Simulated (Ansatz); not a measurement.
**A series of single points on MgS**

System: MgS (P6₃mc, 4 atoms in the cell).
Method: Kohn-Sham DFT of a periodic cell, LDA, all-electron LAPW, scalar-relativistic, no spin polarisation (Ansatz 0.2.0).

The 7 runs differ only in the geometry, by an even scaling of the cell at fixed fractional positions. The structure derives from a Materials Project entry.

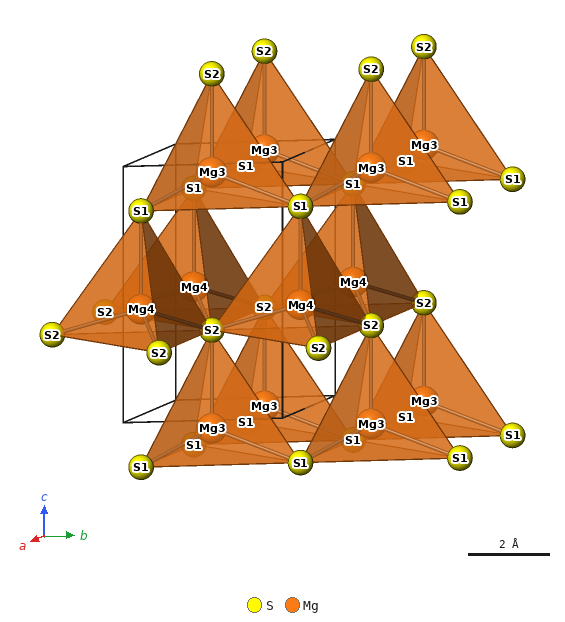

Figure 1. The structure of run 4 (polyhedral view of the cell of the calculation, repeated 2 × 2 × 1, seen slightly off an axis; polyhedra are completed across the faces of the cell; atoms are numbered from 1 in the order of the input). An atom can appear more than once, as a periodic image.

## Input of run 4
```yaml
crystal:
  lattice:
    - [4.0346224068, 0.0, 0.0]
    - [-2.0173112034, 3.494085499, 0.0]
    - [0.0, 0.0, 6.43229418]
  atoms:
    - { symbol: S, position: [0.6666666667, 0.3333333333, 0.87924415] }
    - { symbol: S, position: [0.3333333333, 0.6666666667, 0.37924415] }
    - { symbol: Mg, position: [0.3333333333, 0.6666666667, 0.99575485] }
    - { symbol: Mg, position: [0.6666666667, 0.3333333333, 0.49575485] }
kpoints:
  mp_grid: { grid: [8, 8, 4] }
scf:
  occupations: { method: fermi_dirac, width: 0.05 }
hamiltonian:
  xc: lda
  pseudopotentials: { kind: all_electron, lapw: { basis_error: 0.002 } }
output:
  forces: true
  stress: true
  eigenvalues: true
```

Command:
```bash
ansatz run input.yaml --threads 2 --pin off --max-ram 8192MiB --backend cpu --events-out ev --progress --plain --runs-dir out
```

Run 5 differs from it as follows:
```diff
-    - [4.0346224068, 0.0, 0.0]
-    - [-2.0173112034, 3.494085499, 0.0]
-    - [0.0, 0.0, 6.43229418]
+    - [4.0613425392, 0.0, 0.0]
+    - [-2.0306712696, 3.5172258124, 0.0]
+    - [0.0, 0.0, 6.4748933962]
```

## Results, with one run withheld

```tsv
run	volume per atom (Å³)	free energy per atom, from the lowest run given (meV)	pressure (GPa)	gap on the mesh (eV)
1	21.309	2.78	1.69	3.46
2	21.763	0.00	0.31	3.35
3	22.216	0.93	−0.93	3.25
4	22.670	5.18	−2.05	3.15
5	23.123	?	?	?
6	23.576	22.40	−3.96	2.96
7	24.030	34.80	−4.78	2.87
```

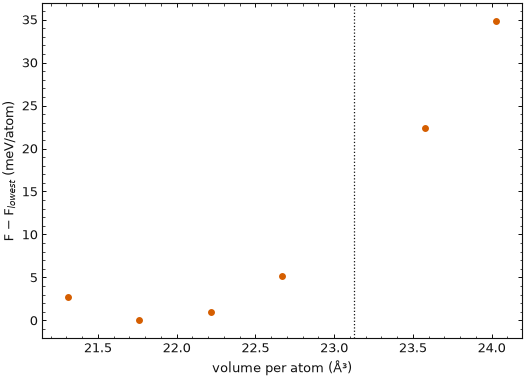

Figure 2. Free energy per atom of the runs given; the dotted line marks run 5.

Estimate the energy of run 5 from the others.

A cubic polynomial in V^(−2/3) (the Birch–Murnaghan form), fitted to the 6 runs given, misses them by at most 0.01 meV per atom. With x = V^(−2/3) − 0.12525 Å⁻², it reads F = 3.8643 − 3024.4 x + 5.7606e+05 x² + 2.0679e+05 x³ (meV per atom). At run 5 it gives 12.44 meV per atom, and the run itself gives 12.44. The slope of the fit gives a pressure −dF/dV of −3.06 GPa there, and the run prints −3.06 GPa. The fit has its minimum at 21.870 Å³ per atom, where V d²F/dV² gives 61.5 GPa. Cell shape and fractional positions are held, so this is the stiffness under even scaling; the relaxed bulk modulus wasn't computed. The gap on the mesh goes, without turning, from 3.46 eV in run 1 to 2.87 eV in run 7; run 5 has 3.05 eV. These are gaps of this functional on this mesh, which can miss the band edges; they aren't the measured gap.

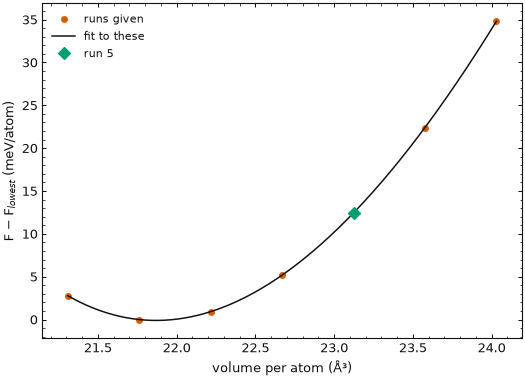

Figure 3. The fit and the withheld run.

## Output, shortened to warnings, some set-up lines, iterations and results (run 5)
```
Basis set: ecut = 189.47794525931067 eV, 549 PW (Γ), exchange–correlation at level 2
Symmetry: 12 space group operations
k-points: 30 of 256 (time reversal used)
Initial density: superposition of atomic densities (chi_scale 0.1, normalization cell, long waves kept (reshape's long-wave potential 0.00 eV rms))
[...]
SCF iter   1: F=—  HF=-32525.748615 eV  |F-HF|=—  |Δ(HF+E_count)|=         —  Δρ=4.03e-2  dr2=2.91e0  ethr=6.07e-3  ⟨swp⟩=2.0  Hψ=6034  notcnv=0
SCF iter   2: F=—  HF=-32524.761021 eV  |F-HF|=—  |Δ(HF+E_count)|=   9.88e-1  Δρ=1.70e-2  dr2=4.79e-1  ethr=6.06e-3  ⟨swp⟩=2.3  Hψ=2652  notcnv=0
SCF iter   3: F=—  HF=-32524.667657 eV  |F-HF|=—  |Δ(HF+E_count)|=   9.34e-2  Δρ=7.37e-3  dr2=9.02e-2  ethr=9.97e-4  ⟨swp⟩=2.2  Hψ=2639  notcnv=0
SCF iter   4: F=—  HF=-32524.657759 eV  |F-HF|=—  |Δ(HF+E_count)|=   9.90e-3  Δρ=1.04e-3  dr2=8.64e-4  ethr=1.81e-6  ⟨swp⟩=2.1  Hψ=4415  notcnv=0
SCF iter   5: F=—  HF=-32524.657487 eV  |F-HF|=—  |Δ(HF+E_count)|=   2.72e-4  Δρ=2.38e-4  dr2=6.61e-5  ethr=1.80e-6  ⟨swp⟩=2.4  Hψ=2507  notcnv=0
SCF iter   6: F=—  HF=-32524.657534 eV  |F-HF|=—  |Δ(HF+E_count)|=   4.64e-5  Δρ=8.20e-5  dr2=1.13e-5  ethr=1.38e-7  ⟨swp⟩=3.0  Hψ=2541  notcnv=0
SCF iter   7: F=—  HF=-32524.657540 eV  |F-HF|=—  |Δ(HF+E_count)|=   6.03e-6  Δρ=2.08e-5  dr2=6.92e-7  ethr=2.35e-8  ⟨swp⟩=3.0  Hψ=2557  notcnv=0
SCF iter   8: F=-32524.657540 eV  HF=-32524.657540 eV  |F-HF|=3.75e-9  |Δ(HF+E_count)|=   3.31e-7  Δρ=4.63e-6  dr2=3.22e-8  ethr=1.44e-9  ⟨swp⟩=3.0  Hψ=2630  notcnv=0
SCF 1 converged in 8 iterations: F = -32524.657540 eV  dr2 = 3.22e-8
SCF converged after 8 iterations
Free energy (F): -32524.657540 eV
Harris-Foulkes:  -32524.657540 eV  (|F-HF|=3.75e-9)
Internal energy: -32524.657540 eV  (E = F + TS)
E sigma→0 (E₀):  -32524.657540 eV
Fermi energy:    4.690599 eV
--- Per-component energies (eV) ---
  E_band       = -3276.289432
  E_kinetic    = 32597.730659
  E_xc         = -2180.026230
  E_electrostatic = -62942.361969  (all electrons and nuclei)
  E_smearing   = -0.000000  (= −TS)
  E_closure    = 0.000000  (closes the sum)
  E_atoms      = -32506.059704  (free atoms, spherical and without spin; not in F)
  Σ components = -32524.657540   (vs F -32524.657540, Δ=0.00e0)
  Basis errors (estimates in eV, not in F): energy 8.7e-4 per atom: plane waves 8.4e-4 (5.2e-4 summed), levels above the bands 1.4e-52, relativity 1.5e-9, radial functions 3.2e-5, core shells 1.3e-12; eigenvalues (radial functions only) 5.0e-6; not estimated: angular momenta, meshes, grids; target …
--- Forces (eV/Å), atoms counted from 1 ---
  atom   1  S     -0.00000000     0.00000000    -0.05369541
  atom   2  S      0.00000000    -0.00000000    -0.05369541
  atom   3  Mg     0.00000000    -0.00000000     0.05368334
  atom   4  Mg     0.00000000     0.00000000     0.05368334
  max |Σ_I F_I| component: 2.41e-5 eV/Å
--- Stress (GPa, compression-positive) ---
       -3.017433       0.000000       0.000000
        0.000000      -3.017433       0.000000
       -0.000000       0.000000      -3.136371
  P = ⅓ Tr σ = -3.0571 GPa (-30.571 kbar)
```
